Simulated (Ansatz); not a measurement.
System: Au.

Calculation (Ansatz 0.2.0): a formula put on the sites of a structure type, uncorrected energy per atom over the elements' standard states (H N O F Cl as gases), plane-wave PAW DFT, cell and atoms relaxed at 0 K and 0 GPa, spin start parallel or as listed, metals to 4 meV/atom. Level: PBE, no spin polarisation.

- wave cutoff: 420 eV

The names give the starting types; a cell can relax into another structure.

Describe the result: the energy above the element's standard state of each starting structure type. The cases: Ba type; simple hexagonal; Hg type; graphite type.

The same space group, volume and energy are reached by simple hexagonal and Ba type (No. 191). The lowest is Hg type, at 0.011 eV/atom; the next, simple hexagonal, is 0.059 eV/atom higher.

```json
{"starting structure type": "Ba type", "energy above the element's standard state (eV/atom)": "0.073", "volume per atom (Å³)": "19.36", "final space group number": "191"}
{"starting structure type": "simple hexagonal", "energy above the element's standard state (eV/atom)": "0.070", "volume per atom (Å³)": "19.35", "final space group number": "191"}
{"starting structure type": "Hg type", "energy above the element's standard state (eV/atom)": "0.011", "volume per atom (Å³)": "18.11", "final space group number": "139"}
{"starting structure type": "graphite type", "energy above the element's standard state (eV/atom)": "0.547", "volume per atom (Å³)": "24.34", "final space group number": "194"}
```

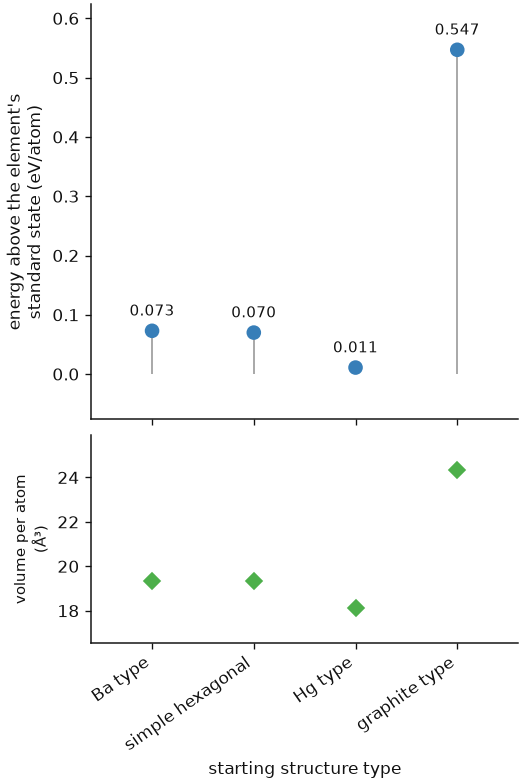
